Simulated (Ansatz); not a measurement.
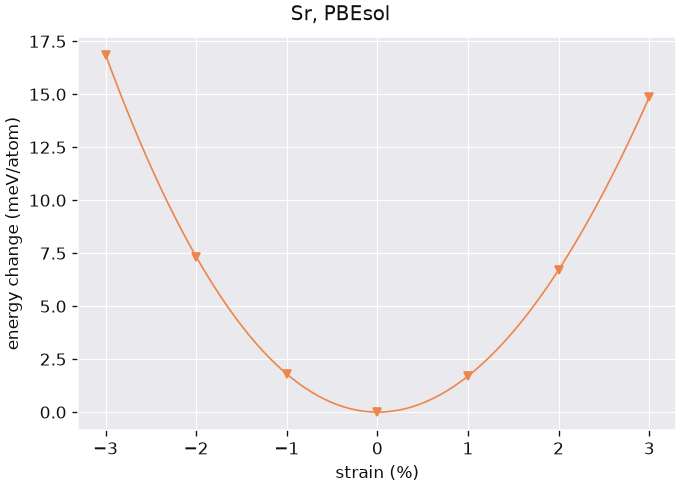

The picture above shows the energy change against strain for Sr, space group P6_3/mmc (No. 194).

Structure:
```yaml
crystal:
  lattice:
    - [4.19454, 0.00000, 0.00000]
    - [-2.09727, 3.63258, 0.00000]
    - [0.00000, 0.00000, 6.87853]
  atoms:
    - { symbol: Sr, position: [0.33333, 0.66667, 0.25000] }
    - { symbol: Sr, position: [0.66667, 0.33333, 0.75000] }
```

Computed with Ansatz 0.2.0: energy, stress and cell of a relaxed crystal along a series of strains, atoms and what the cell freedom names relaxed within the symmetry; stress is positive in compression; plane waves with PAW datasets, Γ-centred k mesh; energies extrapolated to zero smearing. Level: PBEsol, no spin polarisation.

- wave cutoff: 420 eV
- k mesh: 12×12×8
- occupations: Gaussian
- smearing width: 0.1 eV
- strain kind: isotropic
- cell freedom: cell held, all vectors scaled

From this curve and the settings, what does the calculation give for the stress xx and stress zz at the same points?

The stress xx falls from 1.24 GPa at strain −3 % to −0.94 GPa at 3 %, and changes sign near 0 %. The stress zz falls from 1.27 GPa at strain −3 % to −0.95 GPa at 3 %, and changes sign near 0 %.

```json
{"strain (%)": "-3", "stress xx (GPa)": "1.24", "stress zz (GPa)": "1.27"}
{"strain (%)": "-2", "stress xx (GPa)": "0.79", "stress zz (GPa)": "0.78"}
{"strain (%)": "-1", "stress xx (GPa)": "0.38", "stress zz (GPa)": "0.35"}
{"strain (%)": "0", "stress xx (GPa)": "0.00", "stress zz (GPa)": "-0.03"}
{"strain (%)": "1", "stress xx (GPa)": "-0.34", "stress zz (GPa)": "-0.36"}
{"strain (%)": "2", "stress xx (GPa)": "-0.65", "stress zz (GPa)": "-0.67"}
{"strain (%)": "3", "stress xx (GPa)": "-0.94", "stress zz (GPa)": "-0.95"}
```
